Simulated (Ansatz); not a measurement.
TaN: geometry relaxation (part 2 of 2)

The same run, continued: TaN (2 atoms in the cell); DFT, PBE, PAW with Ansatz's default frozen-core files, scalar-relativistic, no spin polarisation (Ansatz 0.2.0); cutoff 420 eV, 16×16×16 k-mesh, Fermi–Dirac smearing of 0.05 eV. The structure was built on a prototype by a generator; it need not be a known phase. Its volume is 0.87 times that of the source entry. It belongs to a series of runs on one base structure; here: zincblende relaxed under pressure, PAW files.

Geometry of the input (Å; fractional positions):
```
0.0000  2.1097  2.1097
2.1097  0.0000  2.1097
2.1097  2.1097  0.0000
Ta 0.0000  0.0000  0.0000
N  0.2500  0.2500  0.2500
```

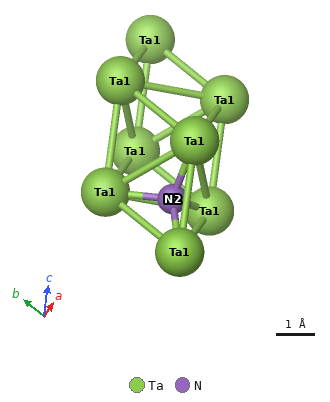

**Figure 1.** The geometry at step 3 of the log (ball-and-stick view of the cell of the calculation, seen at an oblique angle; atoms are numbered from 1 in the order of the input).

**The program's output, continued**
```
SCF iter   1: F=—  HF=-10315.220162 eV  |F-HF|=—  |Δ(HF+E_count)|=         —  Δρ=1.26e-4  dr2=2.89e-6  ethr=1.69e-8  ⟨swp⟩=2.2  Hψ=12049  notcnv=0
preconditioner: auto → none  [metal: Δε(μ)=0.046 eV  Ē_g=12.890 eV  σ=0.050 eV  W_gap=0.23  n_scr=8 (ndim 8)  ℏωp=26.4 eV  f_vac=0.000  D(μ)=0.92/eV (n_scr^D=8)]
iter 2 did not close the SCF: its close was put off for the readings that it lacked (scf_convergence_deferred on its scf_iter line)
SCF iter   2: F=-10315.220176 eV  HF=-10315.220176 eV  |F-HF|=9.67e-8  |Δ(HF+E_count)|=   1.45e-5  Δρ=3.03e-5  dr2=1.66e-7  ethr=1.60e-8  ⟨swp⟩=2.0  Hψ=2410  notcnv=0
iter 3 did not close the SCF: its close was put off for the readings that it lacked (scf_convergence_deferred on its scf_iter line)
SCF iter   3: F=-10315.220176 eV  HF=-10315.220176 eV  |F-HF|=1.55e-9  |Δ(HF+E_count)|=   3.11e-8  Δρ=6.09e-6  dr2=3.79e-9  ethr=9.23e-10  ⟨swp⟩=2.0  Hψ=2472  notcnv=0
iter 4 did not close the SCF: its close was put off for the readings that it lacked (scf_convergence_deferred on its scf_iter line)
SCF iter   4: F=-10315.220176 eV  HF=-10315.220176 eV  |F-HF|=9.64e-11  |Δ(HF+E_count)|=   2.26e-9  Δρ=1.27e-6  dr2=2.07e-10  ethr=2.11e-11  ⟨swp⟩=2.1  Hψ=2773  notcnv=0
iter 5 did not close the SCF: its close was put off for the readings that it lacked (scf_convergence_deferred on its scf_iter line)
SCF iter   5: F=-10315.220176 eV  HF=-10315.220176 eV  |F-HF|=1.27e-11  |Δ(HF+E_count)|=  2.55e-11  Δρ=2.98e-7  dr2=1.47e-11  ethr=1.15e-12  ⟨swp⟩=2.5  Hψ=2871  notcnv=0
SCF iter   6: F=-10315.220176 eV  HF=-10315.220176 eV  |F-HF|=1.82e-12  |Δ(HF+E_count)|=  1.09e-11  Δρ=1.60e-8  dr2=3.22e-14  ethr=1.00e-12  ⟨swp⟩=1.0  Hψ=4350  notcnv=0
SCF 6 converged in 6 iterations: F = -10315.220176 eV  dr2 = 3.22e-14
relax step   6: F+E_penalty+E_count = -10315.22017602 eV  Δ(F+E_penalty+E_count) = -8.437e-3 eV  max|allowed force component| = 4.441e-16 eV/Å  Δτ_max = 0.0000 Å  P = +140.002 GPa  Ω = 19.854 Å³  energy of the carried Pulay correction = -3.040e-5 eV  (6 SCF iters, dr2 threshold 2.00e-7 eV, accepted)
iter 1 solved again at ethr=4.67e-8 eV; its pass at ethr=3.10e-3 eV (dr2=8.41e-6 eV) is discarded
SCF iter   1: F=—  HF=-10315.220188 eV  |F-HF|=—  |Δ(HF+E_count)|=         —  Δρ=3.41e-6  dr2=5.34e-10  ethr=4.67e-8  ⟨swp⟩=4.0  Hψ=15456  notcnv=0
eigensolver tolerance schedule: the retry pair's looser diagonalisation over-reported the residual by 15730.99 of it (diagonalisation noise at 0.31 of the residual, at the tolerance the schedule requests for it); recorded, not acted on — ethr = c·dr2/N_el stays at c = 1.0e-1
SCF iter   2: F=—  HF=-10315.220203 eV  |F-HF|=—  |Δ(HF+E_count)|=   1.53e-5  Δρ=1.94e-6  dr2=3.24e-10  ethr=2.97e-12  ⟨swp⟩=3.2  Hψ=4175  notcnv=0
SCF iter   3: F=—  HF=-10315.220203 eV  |F-HF|=—  |Δ(HF+E_count)|=  2.18e-11  Δρ=1.08e-6  dr2=7.67e-11  ethr=1.80e-12  ⟨swp⟩=1.6  Hψ=2166  notcnv=0
iter 4 did not close the SCF: its close was put off for the readings that it lacked (scf_convergence_deferred on its scf_iter line)
SCF iter   4: F=-10315.220203 eV  HF=-10315.220203 eV  |F-HF|=3.64e-12  |Δ(HF+E_count)|=  1.64e-11  Δρ=1.38e-7  dr2=1.98e-12  ethr=1.00e-12  ⟨swp⟩=2.2  Hψ=2453  notcnv=0
iter 5 did not close the SCF: its close was put off for the readings that it lacked (scf_convergence_deferred on its scf_iter line)
SCF iter   5: F=-10315.220203 eV  HF=-10315.220203 eV  |F-HF|=1.09e-11  |Δ(HF+E_count)|=  1.09e-11  Δρ=6.35e-8  dr2=4.45e-13  ethr=1.00e-12  ⟨swp⟩=1.0  Hψ=1885  notcnv=0
iter 6 did not close the SCF: its close was put off for the readings that it lacked (scf_convergence_deferred on its scf_iter line)
SCF iter   6: F=-10315.220203 eV  HF=-10315.220203 eV  |F-HF|=3.64e-12  |Δ(HF+E_count)|=  3.64e-12  Δρ=3.09e-8  dr2=1.10e-13  ethr=1.00e-12  ⟨swp⟩=1.0  Hψ=1885  notcnv=0
iter 7 did not close the SCF: its close was put off for the readings that it lacked (scf_convergence_deferred on its scf_iter line)
SCF iter   7: F=-10315.220203 eV  HF=-10315.220203 eV  |F-HF|=3.64e-12  |Δ(HF+E_count)|=  9.09e-12  Δρ=1.46e-8  dr2=2.35e-14  ethr=1.00e-12  ⟨swp⟩=1.0  Hψ=1885  notcnv=0
SCF iter   8: F=-10315.220203 eV  HF=-10315.220203 eV  |F-HF|=1.82e-12  |Δ(HF+E_count)|=    0.00e0  Δρ=5.13e-9  dr2=2.88e-15  ethr=1.00e-12  ⟨swp⟩=1.0  Hψ=4351  notcnv=0
SCF 7 converged in 8 iterations: F = -10315.220203 eV  dr2 = 2.88e-15
relax step   7: F+E_penalty+E_count = -10315.22020334 eV  Δ(F+E_penalty+E_count) = -2.732e-5 eV  max|allowed force component| = 4.256e-16 eV/Å  Δτ_max = 0.0000 Å  P = +140.003 GPa  Ω = 19.854 Å³  stress off target by 2.84e-3 GPa  SCF on the basis re-selected at this cell (its energy is not comparable with the rows above)  (8 SCF iters)
```

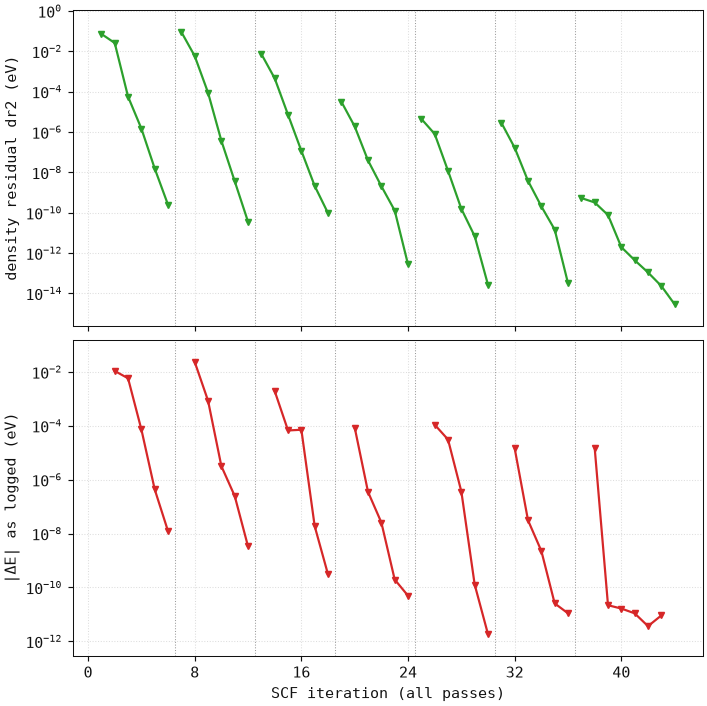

**Figure 2.** Convergence of the self-consistent field: density residual dr2 and size of the energy change against the SCF iteration. The dotted lines part the SCF passes of the relaxation: geometry steps, rejected trials and re-solves on a re-selected basis. The 7 passes take 6 to 8 iterations each, 44 in all.

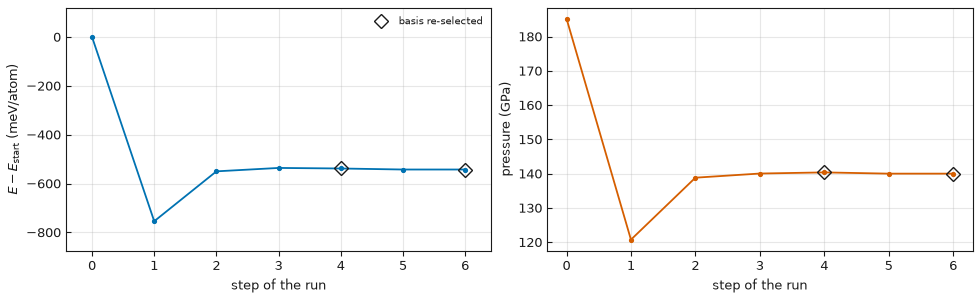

**Figure 3.** Progress of the relaxation, step by step (the first geometry is step 0 here and step 1 in the log).

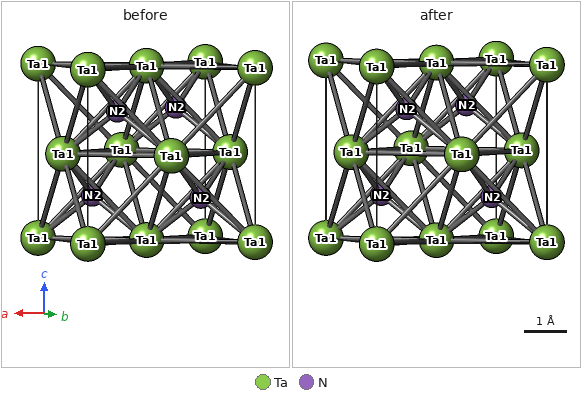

**Figure 4.** Before (left) and after (right) the relaxation, at one scale (ball-and-stick view of the cell 4 times as large as that of the calculation, set on its symmetry axes, seen at an oblique angle). After 4 geometry steps the energy has fallen by 543 meV per atom. All forces vanish by symmetry, so only the cell relaxes. The pressure goes from 185.26 to 140.00 GPa. 1 further SCF at an unchanged geometry re-selected the plane-wave basis for the new cell. No atom moves by more than 0.005 Å relative to the cell. The volume changes by +5.7 %, with a = b = c 4.219 → 4.298 Å (+1.9 %). Distances before and after: Ta1–Ta1 2.984 → 3.039 Å, Ta1–N2 1.827 → 1.861 Å. The space group stays F-43m (No. 216). The energy change given includes the shifts at the re-selections in mid-walk, which come without any move. A last SCF at the same geometry on a re-selected plane-wave basis shifts the energy by next to nothing (0.0 meV per atom). (Atoms are counted from 1 in the order of the input.)

```
basis re-selected at this cell: Δ(F+E_penalty+E_count) = -2.732e-5 eV, ΔP = +0.001 GPa vs the last step (what re-selecting the basis moved, of the pressure what is left beyond the Pulay correction that the steps carried, after the strain that the cell walked since its last selection, with what the two solves' SCF thresholds leave and, on support functions, any second-order correction that the steps lacked; it is no measure of the basis error at this ecutwfc). This SCF's stress stands 2.84e-3 GPa from its target on what of the cell is left free (relax.cell.stress_tol is 7.00e-2 GPa) and its largest allowed force component is 4.26e-16 eV/Å (relax.f_tol is 5.00e-3 eV/Å): within both
SCF converged after 8 iterations
Free energy (F): -10315.220203 eV
Harris-Foulkes:  -10315.220203 eV  (|F-HF|=1.82e-12)
Internal energy: -10315.212819 eV  (E = F + TS)
E sigma→0 (E₀):  -10315.216511 eV
Entropy (-TS):   -0.007384 eV (-3.692 meV/atom)
Fermi energy:    23.074369 eV
--- Per-component energies (eV) ---
  E_band       = -23.302232
  E_kinetic    = 521.871004
  E_local      = -666.427888  (includes V_loc(G=0)·N_el)
  E_nonlocal   = 66.805174
  E_hartree    = 240.562961
  E_xc         = -284.808547
  E_vxc        = -288.686800  (∫ρ·V_xc dr)
  E_paw        = -8528.722268  (= ΣΔE_a)
  E_vpaw       = -137.989957  (= ΣTr[D̂ρ^β])
  E_aug_tail   = 0.000314  (compensation charges beyond the density's cutoff)
  E_ewald      = -1664.493569
  E_smearing   = -0.007384  (= −TS)
  E_closure    = -0.000000  (closes the sum)
  Σ components = -10315.220203   (vs F -10315.220203, Δ=0.00e0)
--- Forces (eV/Å), atoms counted from 1 ---
  atom   1  Ta     0.00000000    -0.00000000    -0.00000000
  atom   2  N      0.00000000     0.00000000     0.00000000
  max |Σ_I F_I| component: 2.59e-16 eV/Å
--- Stress (GPa, compression-positive) ---
      140.002841       0.000000      -0.000000
        0.000000     140.002841       0.000000
       -0.000000       0.000000     140.002841
  P = ⅓ Tr σ = 140.0028 GPa (1400.028 kbar)
--- Band table (eV; the first three rows and the last of 145) ---
  k-point 0: bands = ["-45.5674", "-12.0318", "-12.0318", "-12.0318", "3.4644", "13.8800", "13.8800", "13.8800", "22.2929", "23.7189", "23.7189", "30.4009", "30.4009"]
  k-point 1: bands = ["-45.5638", "-12.0915", "-12.0391", "-12.0391", "3.5622", "13.8153", "13.9322", "13.9322", "22.5306", "23.6130", "23.6130", "30.2545", "30.6050"]
  k-point 2: bands = ["-45.5536", "-12.2580", "-12.0597", "-12.0597", "3.8307", "13.6799", "14.0757", "14.0757", "23.1544", "23.3783", "23.3783", "29.9214", "31.0810"]
  k-point 144: bands = ["-45.4409", "-13.1562", "-12.7782", "-12.5300", "6.1782", "14.0883", "15.2997", "17.2997", "19.8751", "22.9946", "26.1010", "28.6113", "30.9757"]
--- Relaxed structure (5 steps of the walk, 5 accepted, 2 SCFs on fresh bases) ---
  F+E_penalty+E_count = -10315.22020334 eV   max|allowed force component| = 4.256e-16 eV/Å   (the final SCF, on the basis selected at the relaxed cell)
  cell:  # Å, volume = 19.8538 Å³
    - [1.7706417814312167e-33, 2.149173598810211, 2.149173598810211]
    - [2.149173598810211, 1.2012339567551351e-32, 2.149173598810211]
    - [2.149173598810211, 2.149173598810211, 1.350273588717331e-32]
  atoms:
    - { symbol: Ta, position: [-2.0673584832317893e-33, 2.0711622706894377e-33, 3.284570469679209e-33] }
    - { symbol: N, position: [0.25, 0.25, 0.25] }
```

**Trajectory as extended XYZ (Å, eV, eV/Å), 7 frames, from step=1 to step=7**
```
2
Lattice="0.0000 2.1097 2.1097 2.1097 0.0000 2.1097 2.1097 2.1097 0.0000" Properties=species:S:1:pos:R:3:forces:R:3 step=1 energy=-10314.13491 pressure_GPa=185.26
Ta    0.0000    0.0000    0.0000    0.0000   0.0000   0.0000
N     1.0548    1.0548    1.0548    0.0000   0.0000   0.0000
2
Lattice="0.0000 2.1681 2.1681 2.1681 0.0000 2.1681 2.1681 2.1681 0.0000" Properties=species:S:1:pos:R:3:forces:R:3 step=2 energy=-10315.64369 pressure_GPa=120.74
Ta    0.0000    0.0000    0.0000    0.0000   0.0000   0.0000
N     1.0841    1.0841    1.0841    0.0000   0.0000   0.0000
2
Lattice="0.0000 2.1500 2.1500 2.1500 0.0000 2.1500 2.1500 2.1500 0.0000" Properties=species:S:1:pos:R:3:forces:R:3 step=3 energy=-10315.23512 pressure_GPa=138.82
Ta    0.0000    0.0000    0.0000    0.0000   0.0000   0.0000
N     1.0750    1.0750    1.0750    0.0000   0.0000   0.0000
2
Lattice="0.0000 2.1488 2.1488 2.1488 0.0000 2.1488 2.1488 2.1488 0.0000" Properties=species:S:1:pos:R:3:forces:R:3 step=4 energy=-10315.20725 pressure_GPa=140.03
Ta    0.0000    0.0000    0.0000    0.0000   0.0000   0.0000
N     1.0744    1.0744    1.0744    0.0000   0.0000   0.0000
2
Lattice="0.0000 2.1488 2.1488 2.1488 0.0000 2.1488 2.1488 2.1488 0.0000" Properties=species:S:1:pos:R:3:forces:R:3 step=5 energy=-10315.21174 pressure_GPa=140.37
Ta    0.0000    0.0000    0.0000    0.0000   0.0000   0.0000
N     1.0744    1.0744    1.0744    0.0000   0.0000   0.0000
2
Lattice="0.0000 2.1492 2.1492 2.1492 0.0000 2.1492 2.1492 2.1492 0.0000" Properties=species:S:1:pos:R:3:forces:R:3 step=6 energy=-10315.22018 pressure_GPa=140.00
Ta    0.0000    0.0000    0.0000    0.0000   0.0000   0.0000
N     1.0746    1.0746    1.0746    0.0000   0.0000   0.0000
2
Lattice="0.0000 2.1492 2.1492 2.1492 0.0000 2.1492 2.1492 2.1492 0.0000" Properties=species:S:1:pos:R:3:forces:R:3 step=7 energy=-10315.22020 pressure_GPa=140.00
Ta    0.0000    0.0000    0.0000    0.0000   0.0000   0.0000
N     1.0746    1.0746    1.0746    0.0000   0.0000   0.0000
```

**Key numbers**

| quantity | value |
| --- | --- |
| outcome | converged |
| space group (tolerance 0.01 Å) | F-43m (216) |
| electrons treated | 18 |
| free energy | −10315.2202 eV |
| Fermi energy | 23.074 eV |
| pressure | 140.00 GPa |
| final volume | 19.85 Å³ |
| largest force (length of the vector) at the end | under 0.001 eV/Å |
| final cell | a = 3.039 Å, b = 3.039 Å, c = 3.039 Å, α = 60.00°, β = 60.00°, γ = 60.00° |
| hardware | 1 thread of Intel Xeon @ 2.50GHz (Skylake/Cascade Lake), 64 GiB of memory available, shared host |
| wall time | 54 s |
| peak memory | 0.41 GiB |

**Notes**

Spin–orbit coupling is left out, which matters for Ta. The cell was relaxed to the target pressure of the input; what is minimised is then the enthalpy E + pV.
